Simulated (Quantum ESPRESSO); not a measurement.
## Band-structure run, with input and output: Cl (part 3 of 3)

The same run, continued: Cl (Cmce, 4 atoms in the cell); Kohn-Sham DFT of a periodic cell, r2SCAN, SG15 PBE 1.2, no spin polarisation (Quantum ESPRESSO 7.5); cutoff 789.13 eV, 7×7×4 k-mesh, fermi-dirac of 0.05 eV. The structure derives from an entry of the Crystallography Open Database.

Geometry of the input (Å; fractional positions):
```
3.1450  -2.2500  0.0000
3.1450  2.2500  0.0000
0.0000  0.0000  8.2100
Cl 0.3700  0.6300  0.4000
Cl 0.1300  0.8700  0.9000
Cl 0.6300  0.3700  0.6000
Cl 0.8700  0.1300  0.1000
```

**What the program printed, continued**
```
   -17.2663 -17.1457 -13.1622 -12.8650  -5.3321  -4.9233  -3.3080  -3.1246
    -2.8194  -2.8168  -0.8227  -0.5238  -0.4341  -0.1020   2.9019   3.1245
     9.4278   9.6821  10.1243  10.6450  10.7376

          k = 0.3846-0.0000-0.2578 (  5856 PWs)   bands (ev):

   -17.2076 -17.2075 -13.0137 -13.0135  -5.1461  -5.1460  -3.2234  -3.2233
    -2.7585  -2.7584  -0.7477  -0.7477  -0.2325  -0.2324   2.9830   2.9830
     9.7016   9.7017  10.5501  10.5501  11.4835

          k = 0.3846-0.0000-0.1289 (  5852 PWs)   bands (ev):

   -17.2663 -17.1457 -13.1622 -12.8650  -5.3321  -4.9233  -3.3080  -3.1246
    -2.8194  -2.8168  -0.8227  -0.5238  -0.4341  -0.1020   2.9019   3.1245
     9.4278   9.6821  10.1243  10.6450  10.7376

          k = 0.4807 0.1344 0.0000 (  5870 PWs)   bands (ev):

   -17.2309 -17.0901 -13.1822 -12.8474  -5.3566  -4.8913  -3.6246  -3.3390
    -2.9471  -2.9141  -0.7605  -0.7387  -0.3133  -0.0589   2.8944   3.1475
     9.3489   9.7663  10.0161  10.3899  11.1955

          k = 0.4807 0.1344 0.1289 (  5860 PWs)   bands (ev):

   -17.2113 -17.1118 -13.1331 -12.8964  -5.2982  -4.9695  -3.5856  -3.3895
    -2.9326  -2.8778  -0.8026  -0.5565  -0.4252  -0.1202   2.9129   3.0987
     9.5911   9.7727  10.1105  10.7274  10.9048

          k = 0.4807 0.1344-0.2578 (  5846 PWs)   bands (ev):

   -17.1627 -17.1626 -13.0148 -13.0146  -5.1441  -5.1440  -3.4884  -3.4883
    -2.8860  -2.8859  -0.6597  -0.6597  -0.3075  -0.3074   2.9906   2.9906
     9.8667   9.8668  10.4652  10.4654  11.2536

          k = 0.4807 0.1344-0.1289 (  5860 PWs)   bands (ev):

   -17.2113 -17.1118 -13.1331 -12.8964  -5.2982  -4.9695  -3.5856  -3.3895
    -2.9325  -2.8778  -0.8026  -0.5564  -0.4252  -0.1202   2.9129   3.0987
     9.5911   9.7727  10.1105  10.7273  10.9046

          k =-0.0961-0.6720 0.0000 (  5855 PWs)   bands (ev):

   -17.1811 -17.0996 -13.1347 -12.9518  -5.2846  -5.0518  -3.6390  -3.3532
    -3.0474  -3.0210  -0.7946  -0.6074  -0.1986  -0.0466   2.9746   3.1442
     9.5206   9.8045  10.4644  10.7314  11.6666

          k =-0.0961-0.6720 0.1289 (  5852 PWs)   bands (ev):

   -17.1695 -17.1119 -13.1081 -12.9788  -5.2393  -5.0630  -3.6016  -3.4218
    -3.1050  -3.0366  -0.6966  -0.5072  -0.2378  -0.1199   2.9871   3.1146
     9.7245   9.9584  10.2929  10.8154  11.2589

          k =-0.0961-0.6720-0.2578 (  5850 PWs)   bands (ev):

   -17.1411 -17.1409 -13.0437 -13.0436  -5.1351  -5.1351  -3.5135  -3.5135
    -3.1213  -3.1212  -0.4539  -0.4538  -0.2834  -0.2833   3.0429   3.0429
    10.0903  10.0903  10.4293  10.4293  11.1521

          k =-0.0961-0.6720-0.1289 (  5852 PWs)   bands (ev):

   -17.1695 -17.1119 -13.1081 -12.9788  -5.2392  -5.0630  -3.6016  -3.4218
    -3.1050  -3.0367  -0.6966  -0.5072  -0.2378  -0.1199   2.9871   3.1146
     9.7245   9.9584  10.2929  10.8154  11.2589

          k =-0.0000-0.5376 0.0000 (  5854 PWs)   bands (ev):

   -17.1624 -17.1574 -13.0764 -13.0756  -5.2510  -5.1684  -3.3560  -3.1868
    -3.1533  -2.9855  -0.6631  -0.4689  -0.1686  -0.0478   3.1434   3.1523
     9.8156   9.8274  10.6184  10.8920  11.6736

          k =-0.0000-0.5376 0.1289 (  5839 PWs)   bands (ev):

   -17.1616 -17.1581 -13.0769 -13.0762  -5.2039  -5.1410  -3.3097  -3.2867
    -3.2440  -3.0500  -0.5642  -0.3304  -0.1314  -0.1153   3.1138   3.1182
     9.9296  10.0076  10.5030  10.8694  11.3132

          k =-0.0000-0.5376-0.2578 (  5840 PWs)   bands (ev):

   -17.1598 -17.1597 -13.0772 -13.0771  -5.1327  -5.1326  -3.3595  -3.3595
    -3.1887  -3.1886  -0.3405  -0.3404  -0.1296  -0.1295   3.0831   3.0831
    10.2078  10.2079  10.5560  10.5561  10.9367

          k =-0.0000-0.5376-0.1289 (  5839 PWs)   bands (ev):

   -17.1616 -17.1581 -13.0769 -13.0763  -5.2039  -5.1410  -3.3097  -3.2867
    -3.2441  -3.0500  -0.5642  -0.3304  -0.1314  -0.1153   3.1138   3.1182
     9.9296  10.0076  10.5029  10.8695  11.3132

          k = 0.0961-0.4032 0.0000 (  5852 PWs)   bands (ev):

   -17.2395 -17.1680 -13.1787 -12.9995  -5.3992  -5.0193  -3.2770  -3.1782
    -2.8301  -2.6448  -0.4864  -0.3610  -0.2129  -0.0848   3.0449   3.2911
     9.2319   9.4537  10.3382  10.4242  11.6081

          k = 0.0961-0.4032 0.1289 (  5842 PWs)   bands (ev):

   -17.2292 -17.1787 -13.1530 -13.0263  -5.3189  -5.0378  -3.3627  -3.2384
    -2.8216  -2.6795  -0.4285  -0.2997  -0.1182  -0.1162   3.0468   3.2297
     9.2322   9.4184  10.2413  10.7502  11.4760

          k = 0.0961-0.4032-0.2578 (  5848 PWs)   bands (ev):

   -17.2042 -17.2041 -13.0903 -13.0902  -5.1476  -5.1475  -3.3744  -3.3743
    -2.7608  -2.7607  -0.3090  -0.3090  -0.0826  -0.0825   3.1078   3.1078
     9.2870   9.2871  10.6371  10.6372  11.3352

          k = 0.0961-0.4032-0.1289 (  5842 PWs)   bands (ev):

   -17.2292 -17.1787 -13.1530 -13.0263  -5.3189  -5.0378  -3.3628  -3.2384
    -2.8216  -2.6795  -0.4285  -0.2997  -0.1183  -0.1162   3.0468   3.2297
     9.2322   9.4184  10.2413  10.7501  11.4758

          k = 0.2884-0.4032 0.0000 (  5828 PWs)   bands (ev):

   -17.2115 -17.1634 -13.1442 -13.0287  -5.3416  -5.1179  -3.4828  -3.4155
    -2.5504  -2.5424  -0.4988  -0.4952  -0.1915  -0.1441   3.1076   3.2446
     9.0376   9.1048  10.4506  10.6598  11.5147

          k = 0.2884-0.4032 0.1289 (  5843 PWs)   bands (ev):

   -17.2045 -17.1705 -13.1279 -13.0463  -5.2743  -5.1043  -3.5808  -3.4892
    -2.5620  -2.5460  -0.4825  -0.4489  -0.1295  -0.0819   3.0846   3.1904
     9.1230   9.1872  10.4061  10.7759  11.1108

          k = 0.2884-0.4032-0.2578 (  5864 PWs)   bands (ev):

   -17.1876 -17.1875 -13.0877 -13.0876  -5.1467  -5.1466  -3.6215  -3.6215
    -2.5606  -2.5605  -0.4418  -0.4417  -0.0375  -0.0375   3.0977   3.0977
     9.2481   9.2482  10.5595  10.5596  11.1805

          k = 0.2884-0.4032-0.1289 (  5843 PWs)   bands (ev):

   -17.2045 -17.1705 -13.1279 -13.0463  -5.2743  -5.1043  -3.5808  -3.4892
    -2.5620  -2.5459  -0.4824  -0.4490  -0.1294  -0.0819   3.0846   3.1904
     9.1229   9.1873  10.4061  10.7759  11.1109

          k = 0.3846-0.2688 0.0000 (  5846 PWs)   bands (ev):

   -17.2364 -17.1318 -13.1816 -12.9339  -5.3806  -4.9782  -3.4392  -3.4178
    -2.7933  -2.6268  -0.5803  -0.5246  -0.1964  -0.1566   2.9714   3.2189
     9.2010   9.7444   9.9056  10.4647  11.6758

          k = 0.3846-0.2688 0.1289 (  5837 PWs)   bands (ev):

   -17.2216 -17.1477 -13.1456 -12.9705  -5.3129  -5.0166  -3.5150  -3.4139
    -2.7624  -2.6555  -0.6203  -0.3895  -0.2736  -0.1105   2.9926   3.1751
     9.3017   9.7617  10.1061  10.3933  11.2414

          k = 0.3846-0.2688-0.2578 (  5842 PWs)   bands (ev):

   -17.1853 -17.1852 -13.0584 -13.0582  -5.1522  -5.1522  -3.4939  -3.4938
    -2.7149  -2.7148  -0.4961  -0.4960  -0.1670  -0.1670   3.0732   3.0732
     9.5755   9.5756  10.3783  10.3784  11.0855

          k = 0.3846-0.2688-0.1289 (  5837 PWs)   bands (ev):

   -17.2216 -17.1477 -13.1456 -12.9705  -5.3130  -5.0166  -3.5150  -3.4138
    -2.7625  -2.6555  -0.6203  -0.3895  -0.2735  -0.1106   2.9926   3.1751
     9.3017   9.7617  10.1060  10.3933  11.2413

          k = 0.4807-0.1344 0.0000 (  5870 PWs)   bands (ev):

   -17.2309 -17.0901 -13.1822 -12.8474  -5.3566  -4.8913  -3.6246  -3.3390
    -2.9471  -2.9141  -0.7605  -0.7387  -0.3133  -0.0589   2.8944   3.1475
     9.3489   9.7663  10.0161  10.3899  11.1955

          k = 0.4807-0.1344 0.1289 (  5860 PWs)   bands (ev):

   -17.2113 -17.1118 -13.1331 -12.8964  -5.2982  -4.9695  -3.5856  -3.3895
    -2.9325  -2.8778  -0.8026  -0.5564  -0.4252  -0.1202   2.9129   3.0987
     9.5911   9.7727  10.1105  10.7273  10.9046

          k = 0.4807-0.1344-0.2578 (  5846 PWs)   bands (ev):

   -17.1627 -17.1626 -13.0148 -13.0146  -5.1441  -5.1440  -3.4884  -3.4883
    -2.8860  -2.8859  -0.6597  -0.6597  -0.3075  -0.3074   2.9906   2.9906
     9.8667   9.8668  10.4652  10.4653  11.2536

          k = 0.4807-0.1344-0.1289 (  5860 PWs)   bands (ev):

   -17.2113 -17.1118 -13.1331 -12.8964  -5.2982  -4.9695  -3.5856  -3.3895
    -2.9326  -2.8778  -0.8026  -0.5565  -0.4252  -0.1202   2.9129   3.0987
     9.5911   9.7726  10.1105  10.7273  10.9046

          k = 0.5769-0.0000 0.0000 (  5858 PWs)   bands (ev):

   -17.2089 -17.0594 -13.1671 -12.8133  -5.3196  -4.8789  -3.8859  -3.4053
    -2.9903  -2.9270  -0.9336  -0.8965  -0.3840  -0.0238   2.8823   3.0989
     9.4058   9.4343   9.5349  10.2272  11.2305

          k = 0.5769-0.0000 0.1289 (  5877 PWs)   bands (ev):

   -17.1881 -17.0825 -13.1150 -12.8650  -5.2701  -4.9630  -3.8289  -3.4946
    -2.9385  -2.8803  -0.9033  -0.7438  -0.5027  -0.1381   2.8791   3.0347
     9.4454   9.5960  10.1131  10.3569  11.0502

          k = 0.5769-0.0000-0.2578 (  5886 PWs)   bands (ev):

   -17.1366 -17.1365 -12.9899 -12.9897  -5.1330  -5.1329  -3.6766  -3.6765
    -2.8614  -2.8613  -0.7421  -0.7421  -0.4278  -0.4278   2.9239   2.9239
     9.7017   9.7017  10.6832  10.6832  11.2140

          k = 0.5769-0.0000-0.1289 (  5877 PWs)   bands (ev):

   -17.1881 -17.0825 -13.1150 -12.8650  -5.2701  -4.9630  -3.8289  -3.4946
    -2.9385  -2.8803  -0.9033  -0.7438  -0.5027  -0.1381   2.8791   3.0347
     9.4454   9.5960  10.1131  10.3569  11.0502

          k =-0.0000-0.8064 0.0000 (  5886 PWs)   bands (ev):

   -17.1893 -17.0609 -13.1521 -12.8541  -5.2993  -4.9291  -3.8921  -3.3927
    -3.0898  -2.9775  -0.9479  -0.8102  -0.3083  -0.0200   2.8851   3.0962
     9.1646   9.6840  10.1184  10.1502  11.3699

          k =-0.0000-0.8064 0.1289 (  5869 PWs)   bands (ev):

   -17.1714 -17.0806 -13.1083 -12.8977  -5.2540  -4.9913  -3.8326  -3.4843
    -3.0796  -2.9425  -0.7974  -0.7650  -0.3956  -0.1465   2.8959   3.0546
     9.4255   9.6619  10.2680  10.5146  11.1304

          k =-0.0000-0.8064-0.2578 (  5872 PWs)   bands (ev):

   -17.1269 -17.1268 -13.0029 -13.0028  -5.1314  -5.1314  -3.6736  -3.6735
    -2.9897  -2.9896  -0.5998  -0.5998  -0.4608  -0.4607   2.9598   2.9598
     9.7507   9.7507  10.6598  10.6602  11.1599

          k =-0.0000-0.8064-0.1289 (  5869 PWs)   bands (ev):

   -17.1714 -17.0806 -13.1083 -12.8977  -5.2540  -4.9913  -3.8326  -3.4843
    -3.0795  -2.9425  -0.7974  -0.7650  -0.3956  -0.1465   2.8959   3.0546
     9.4255   9.6620  10.2680  10.5145  11.1304

          k = 0.0961-0.6720 0.0000 (  5855 PWs)   bands (ev):

   -17.1811 -17.0996 -13.1347 -12.9518  -5.2846  -5.0518  -3.6390  -3.3532
    -3.0474  -3.0210  -0.7946  -0.6074  -0.1986  -0.0466   2.9746   3.1442
     9.5206   9.8045  10.4644  10.7314  11.6666

          k = 0.0961-0.6720 0.1289 (  5852 PWs)   bands (ev):

   -17.1695 -17.1119 -13.1081 -12.9788  -5.2393  -5.0630  -3.6016  -3.4218
    -3.1050  -3.0366  -0.6966  -0.5072  -0.2378  -0.1199   2.9871   3.1146
     9.7245   9.9584  10.2929  10.8154  11.2589

          k = 0.0961-0.6720-0.2578 (  5850 PWs)   bands (ev):

   -17.1411 -17.1409 -13.0437 -13.0436  -5.1351  -5.1351  -3.5135  -3.5135
    -3.1213  -3.1212  -0.4539  -0.4538  -0.2834  -0.2833   3.0429   3.0429
    10.0903  10.0903  10.4293  10.4294  11.1521

          k = 0.0961-0.6720-0.1289 (  5852 PWs)   bands (ev):

   -17.1695 -17.1119 -13.1081 -12.9788  -5.2392  -5.0630  -3.6016  -3.4218
    -3.1050  -3.0367  -0.6966  -0.5072  -0.2378  -0.1199   2.9871   3.1146
     9.7245   9.9584  10.2929  10.8154  11.2589

          k = 0.1923-0.5376 0.0000 (  5840 PWs)   bands (ev):

   -17.1773 -17.1590 -13.0982 -13.0619  -5.2326  -5.2167  -3.4741  -3.4158
    -2.8402  -2.6730  -0.6129  -0.4812  -0.1640  -0.1106   3.1450   3.1778
     9.1995   9.6989  10.1988  11.4360  11.5629

          k = 0.1923-0.5376 0.1289 (  5843 PWs)   bands (ev):

   -17.1746 -17.1616 -13.0934 -13.0678  -5.1956  -5.1705  -3.5433  -3.5032
    -2.8436  -2.7179  -0.5626  -0.3718  -0.1682  -0.0651   3.1092   3.1397
     9.3108   9.7061  10.3600  11.2625  11.2865

          k = 0.1923-0.5376-0.2578 (  5858 PWs)   bands (ev):

   -17.1681 -17.1680 -13.0813 -13.0811  -5.1381  -5.1381  -3.6052  -3.6052
    -2.8013  -2.8012  -0.4216  -0.4215  -0.0637  -0.0637   3.0863   3.0863
     9.5643   9.5644  10.8431  10.8431  11.1323

          k = 0.1923-0.5376-0.1289 (  5843 PWs)   bands (ev):

   -17.1746 -17.1616 -13.0934 -13.0678  -5.1956  -5.1706  -3.5432  -3.5032
    -2.8436  -2.7179  -0.5626  -0.3717  -0.1682  -0.0650   3.1092   3.1397
     9.3108   9.7061  10.3600  11.2624  11.2865

     the Fermi energy is     1.3565 ev

!    total energy              =    -120.83903057 Ry
     estimated scf accuracy    <          6.0E-09 Ry
     smearing contrib. (-TS)   =      -0.00000000 Ry
     internal energy E=F+TS    =    -120.83903057 Ry

     The total energy is F=E-TS. E is the sum of the following terms:
     one-electron contribution =     -33.11490557 Ry
     hartree contribution      =      25.97572912 Ry
     xc contribution           =     -23.11281938 Ry
     ewald contribution        =     -90.58703473 Ry

     convergence has been achieved in  10 iterations

     Forces acting on atoms (cartesian axes, Ry/au):

     atom    1 type  1   force =     0.00000033   -0.00132960   -0.00345750
     atom    2 type  1   force =    -0.00000051    0.00131806   -0.00344049
     atom    3 type  1   force =     0.00000038    0.00132997    0.00345819
     atom    4 type  1   force =    -0.00000021   -0.00131843    0.00343980

     Total force =     0.007389     Total SCF correction =     0.000117

     Computing stress (Cartesian axis) and pressure

          total   stress  (Ry/bohr**3)                   (kbar)     P=       -2.71
   0.00000706  -0.00000000  -0.00000000            1.04       -0.00       -0.00
  -0.00000000  -0.00002735  -0.00000002           -0.00       -4.02       -0.00
  -0.00000000  -0.00000002  -0.00003505           -0.00       -0.00       -5.16

=------------------------------------------------------------------------------=
   JOB DONE.
=------------------------------------------------------------------------------=
```

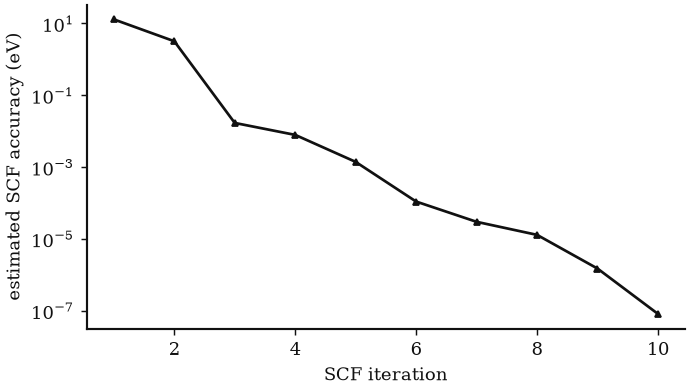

Figure 1. Convergence of the self-consistent field: estimated SCF accuracy against the iteration. The field takes 10 iterations in all.

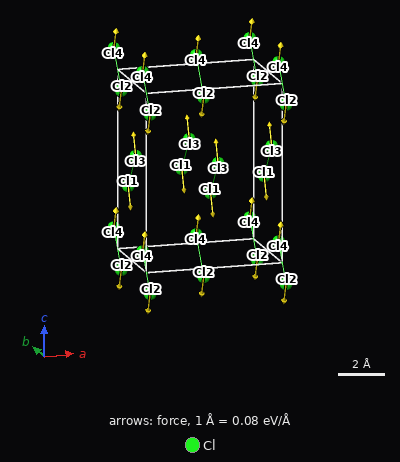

Figure 2. Forces on the atoms as yellow arrows (ball-and-stick view of the cell 2 times as large as that of the calculation, set on its symmetry axes, seen slightly off an axis; atoms are numbered from 1 in the order of the input). The largest act on all 4 Cl atoms (0.10 eV/Å). The geometry is not a stationary point of this energy.

**Summary**

| quantity | value |
| --- | --- |
| outcome | converged |
| space group (tolerance 0.01 Å) | Cmce (64) |
| electrons treated | 28 |
| free energy | −1644.0988 eV |
| Fermi energy of the self-consistent step | 1.357 eV |
| gap on the k-point mesh | 2.82 eV |
| gap on the band path | 2.80 eV |
| pressure | −0.27 GPa |
| largest force (length of the vector) | 0.095 eV/Å |
| wall time | 8.1 min (CPU time 16 min) |
| peak memory | 0.4 GiB |

Further notes kept with the run: potentials made for another functional; this file of Cl or I parts from the other sets. Points of doubt noted for this run: potentials made for another functional; this file of cl or i parts from the other sets.
